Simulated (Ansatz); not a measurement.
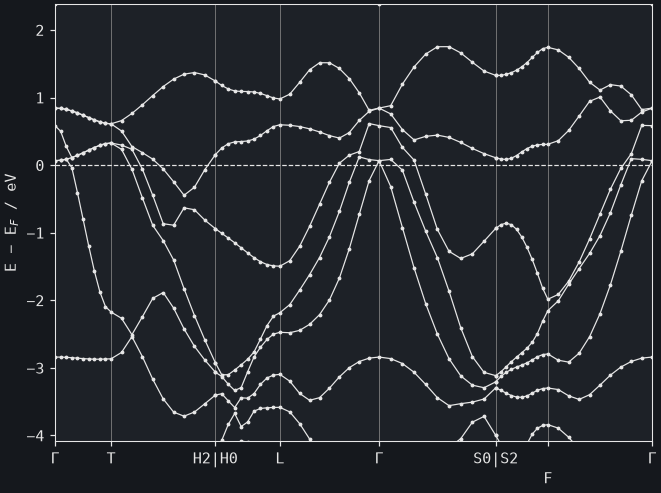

Describe the figure.

Band structure of PtSe$_{2}$, space group R3m, 3 atoms in the primitive cell, relaxed with r2SCAN+rVV10 (a = 3.641 Å, c = 16.454 Å (hexagonal axes)). Computed with Ansatz: PBE, Ansatz PAW set, no spin polarisation, no spin-orbit coupling, 8×8×8 k mesh, 420 eV cutoff, Fermi-Dirac smearing of 0.02 eV. Energies are counted from the Fermi level.

A metal: bands cross the Fermi level along this path. At Γ the nearest levels lie 2.84 eV below and 0.07 eV above the Fermi level.

Spin-orbit coupling is left out, which matters for Pt and Se. The k mesh is thin for a metal, so its Fermi level is uncertain. The cell is at 3 GPa in this functional. The usual form of PtSe2 is the layered CdI2 type. Bands are joined in order of energy, so crossings between the computed points show as kinks or gaps. In reduced coordinates of the cell that was run, L is (0.5, 0, 0) and F is (0.5, 0.5, 0).
